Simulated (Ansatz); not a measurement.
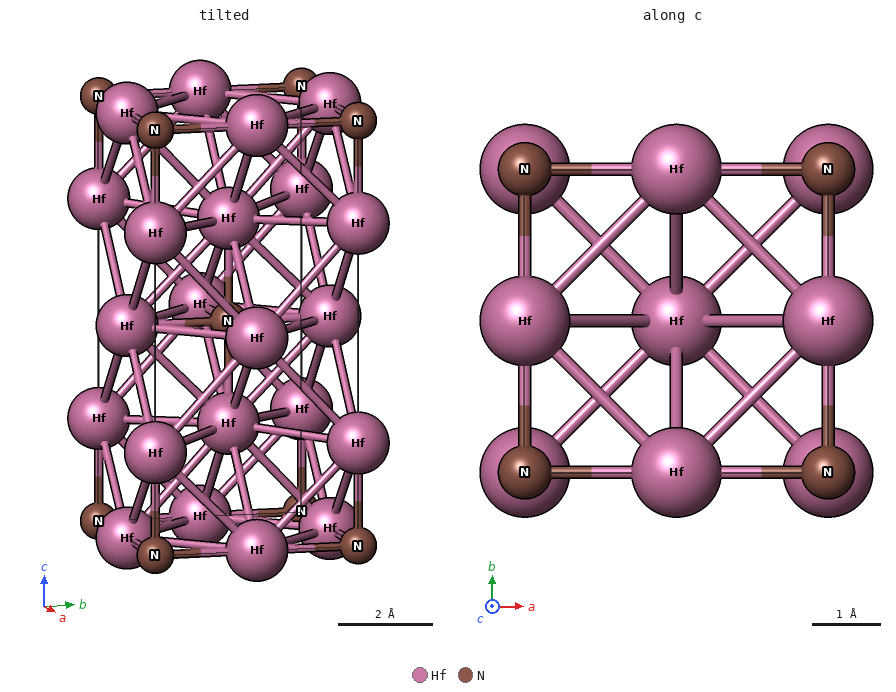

Structure drawing (ball-and-stick), viewed slightly off an axis and along the c axis. The conventional unit cell is drawn as a box. Cell: a = 4.49 Å, b = 4.49 Å, c = 9.20 Å, α = 90.00°, β = 90.00°, γ = 90.00°.

Provenance: a structure type filled with these elements by a generator (whether the compound takes this form wasn't checked). Earlier steps of the study may have refined or changed the cell and positions. It went into a calculation with Ansatz.

Q: Summary of the structure:

A: The stoichiometry is Hf₄N. The lattice is body-centred tetragonal and the space group I4/mmm (No. 139). Cell content: 8 Hf, 2 N, that is 2 formula units. Counting atoms within bonding range gives coordination numbers of Hf 13 to 14 (mean 13.5) and N 6.

Theory: DFT PBE, scalar-relativistic, plane waves, PAW (Ansatz). Numerical settings: a 420 eV plane-wave basis, k-points about 0.16 Å⁻¹ apart, Gaussian smearing of 0.1 eV, no spin polarisation.

Q: How large a gap does the method give, if there is one?

A: A metal: bands cross the Fermi level.

Q: What charge does Bader's analysis assign to each element?

A: Hf +0.35 to +0.67 e; N -2.05 e.

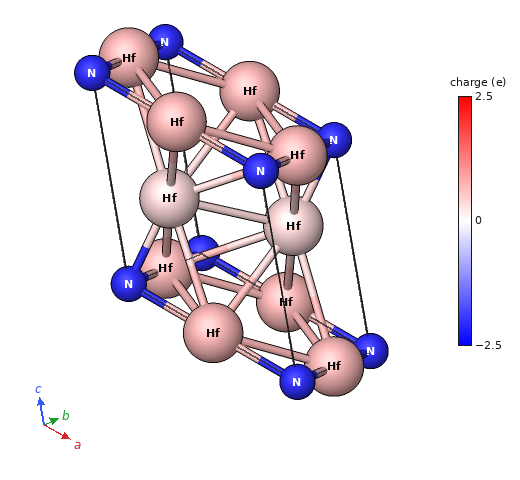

The atoms coloured by those charges. The run's cell of 5 atoms is drawn in a reduced setting, so axes and origin can differ from the first picture.

Q: Has the structure come to rest?

A: Yes. All forces vanish to within 0.01 eV/Å. The pressure is 0.0 GPa, close to zero.
